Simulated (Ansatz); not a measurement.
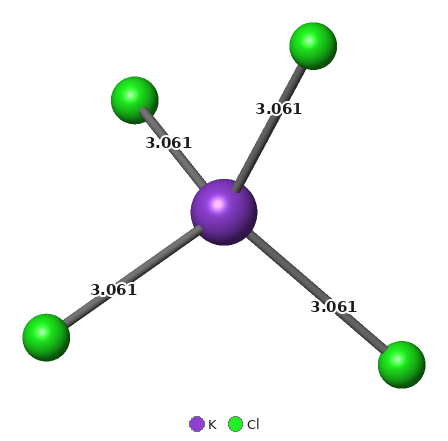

The surroundings of site K1 (at 0.250, 0.250, 0.750) in KCl (F-43m), with bond lengths in Å.

The cell is taken from the geometry relaxed with DFT PBE, scalar-relativistic, plane waves, PAW (Ansatz); the starting structure was generated, so it need not be a known form of this composition.

```yaml
crystal:
  lattice:
    - [7.06982, 0.00000, 0.00000]
    - [0.00000, 7.06982, 0.00000]
    - [0.00000, 0.00000, 7.06982]
  atoms:
    - { symbol: K, position: [0.25000, 0.25000, 0.75000] }
    - { symbol: Cl, position: [0.50000, 0.00000, 0.00000] }
    - { symbol: K, position: [0.25000, 0.75000, 0.25000] }
    - { symbol: Cl, position: [0.50000, 0.50000, 0.50000] }
    - { symbol: K, position: [0.75000, 0.25000, 0.25000] }
    - { symbol: Cl, position: [0.00000, 0.00000, 0.50000] }
    - { symbol: K, position: [0.75000, 0.75000, 0.75000] }
    - { symbol: Cl, position: [0.00000, 0.50000, 0.00000] }
```

Bond valence s = exp((R0 − d)/b), R0 fitted to published crystal structures with b = 0.37 Å; R0 in Å: K+–Cl 2.509.

Calculate the bond-valence sum of K1 from the bonds drawn.

4 × 0.225 = 0.90 v.u., against a formal valence of 1: underbonded (bonds long for this ion) by 0.10.

And over the whole structure?

| site | x, y, z | formal valence | bond-valence sum | difference |
| --- | --- | --- | --- | --- |
| K1 | 0.250, 0.250, 0.750 | +1 | 0.90 | -0.10 |
| Cl1 | 0.500, 0.000, 0.000 | −1 | 0.90 | -0.10 |

These sums include all anions within 5 Å. The global instability index (root mean square of the differences over all atoms) is 0.10 v.u.: moderate strain, common in real structures. Cells relaxed with PBE tend to have slightly long bonds, which lowers the sums.
